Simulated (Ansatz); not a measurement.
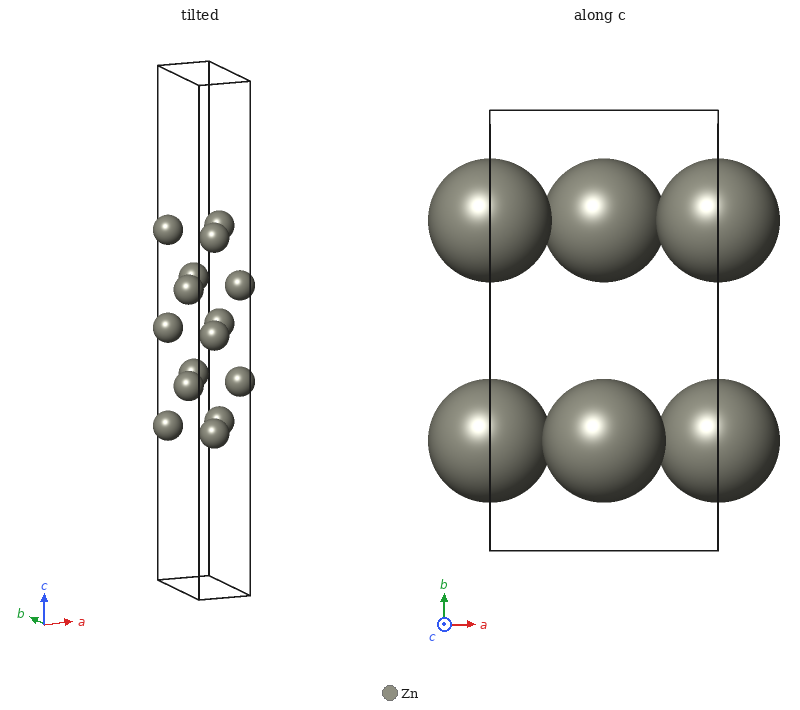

Spheres-only representation of a periodic structure, projected slightly off an axis and along the c axis. One simulation cell is outlined, and atoms on its boundary appear in each equivalent place.

What can be read from this drawing?

- The element is zinc.
- The cell holds ten atoms.

It goes back to a structure listed in the Materials Project, from which a slab was cut. The atoms were relaxed in a fixed cell with DFT PBE, scalar-relativistic, plane waves, PAW in Ansatz 0.2.0.
